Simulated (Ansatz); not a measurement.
## Electronic structure of TiAl in real space

Input file:

```
crystal:
  lattice:
    - [2.8685970563, 0.0, 0.0]
    - [-1.4342985281, 2.484277924, 0.0]
    - [0.0, 0.0, 4.633867565]
  atoms:
    - { symbol: Ti, position: [-0.0251737956, -0.0867089192, 0.0029237668] }
    - { symbol: Al, position: [0.3585071289, 0.7533755859, 0.4970762332] }
basis:
  ecutwfc: 500
kpoints:
  mp_grid: { grid: [12, 12, 8] }
hamiltonian:
  xc: r2scan
scf:
  occupations: { method: gaussian, width: 0.15 }
output:
  forces: true
  stress: true
  eigenvalues: true
  write_density: true
  write_potential: true
  elf: true
  volumetric_format: npy
```

Command:

```sh
ansatz run input.yaml --threads 1 --pin off --max-ram 2560MiB --backend cpu --events-out ev --progress --plain --runs-dir out
```

Below, planes, directions and counts refer to the conventional cell (a = 2.87 Å, b = 2.87 Å, c = 4.63 Å, α = 90.00°, β = 90.00°, γ = 120.00°).

Space group P1; a structure from a database of computed crystals, not necessarily the ambient phase; changed on purpose from its base cell (all atoms moved at random, sigma 0.15 A a component); not relaxed (largest force 0.6 eV/Å); computed without spin polarisation.

Method: Ansatz, DFT r2SCAN, scalar-relativistic, plane waves, PAW.

The density is the valence pseudo-density of a PAW calculation; it isn't the true density close to the nuclei.

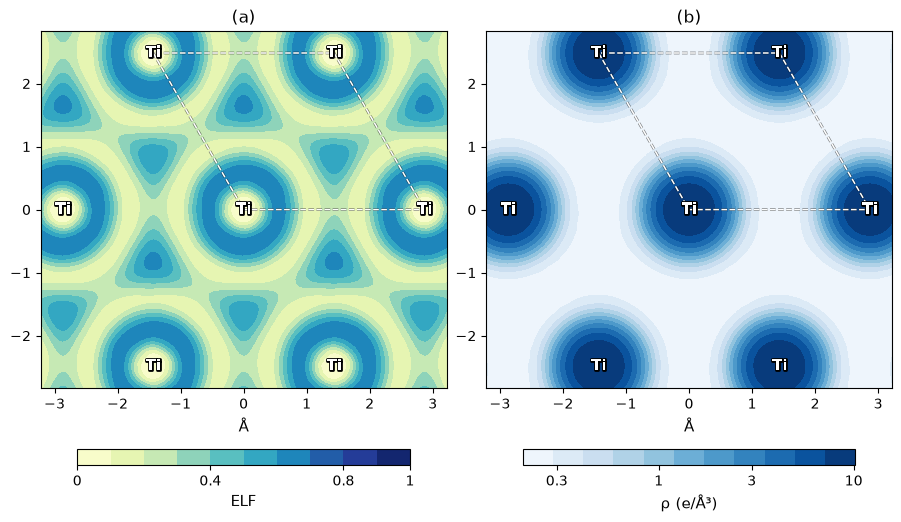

Figure 1. (a) electron localisation function; (b) valence pseudo-density on the (001) plane of the conventional cell.

> Read the bonding off the picture.

- The section cuts through Ti sites.
- Ti–Ti (2.87 Å): the density is about 0.21 e/Å³ at the midpoint; the ELF is about 0.25 at the midpoint (no shared electron pair shows on this line).
- Between the atoms the lowest density in this plane is 0.2 e/Å³.
- The features right at Ti lie inside the PAW spheres, where the map follows smoothed inner orbitals and isn't to be read closely.

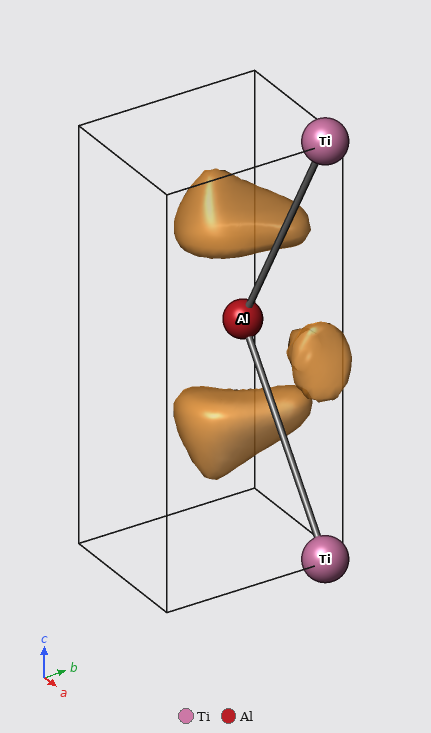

Figure 2. Isosurface of the electron localisation function at 0.7 (orange), seen slightly off an axis. Core shells and regions of very low density are left out. Sticks mark near contacts.

> What do the ELF domains correspond to?

At this value the surface marks out one region between bonded Al–Al atoms and two pockets between the atoms, centred on no nucleus (multi-centre or interstitial), counted in one cell of 2 atoms. Any copies at cell faces, edges or corners count once. Profiles from the grid: Ti–Al (2.68 Å): the ELF is about 0.40 at the midpoint.

> Does the calculation make it a metal, or give it a gap?

It is metallic or semimetallic at this level of theory: no gap opens.
